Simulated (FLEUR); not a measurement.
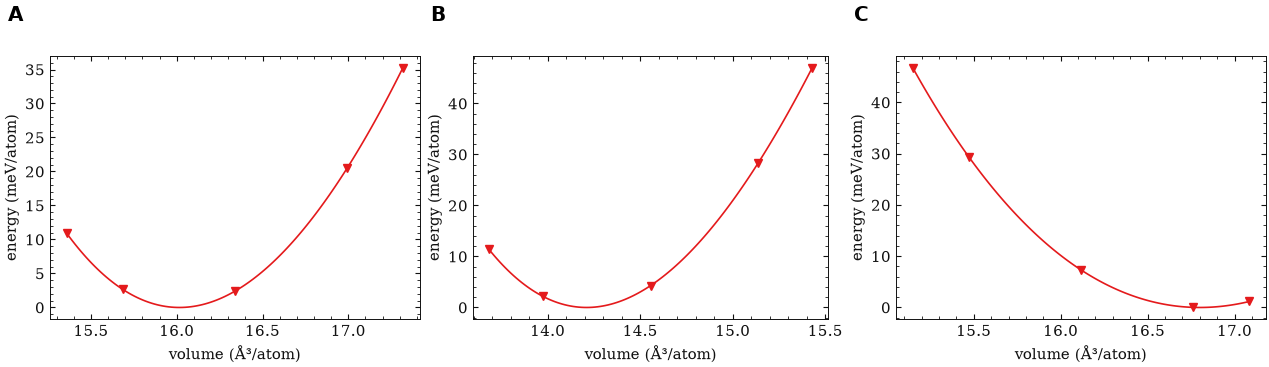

Each panel shows the energy against volume for one of these solids: Al, Im-3m (No. 229); CuAu, P4/mmm (No. 123); TiAl, P4/mmm (No. 123).

Method: all-electron LAPW DFT, no spin polarisation; energies at scaled volumes of the given cell, shape and fractions fixed, counted from the fit's minimum, third-order Birch-Murnaghan fit (FLEUR MaX-R8.1 (later development tree)). Level: SCAN.

Question: Match the panels to the solids.

Answer: A is TiAl (energy from 2.37 meV/atom to 35.25 meV/atom, V0 16.02 Å³/atom, B0 121 GPa); B is CuAu (energy from 2.19 meV/atom to 47.01 meV/atom, V0 14.21 Å³/atom, B0 172 GPa); C is Al (energy from 0.02 meV/atom to 46.75 meV/atom, V0 16.8 Å³/atom, B0 79.6 GPa).

For CuAu, limits of the calculation: spin-orbit coupling left out, heavy elements; shape and atomic fractions are frozen while scaling, which makes layered, chain and framework solids too stiff.

For TiAl, limits of the calculation: shape and atomic fractions are frozen while scaling, which makes layered, chain and framework solids too stiff.
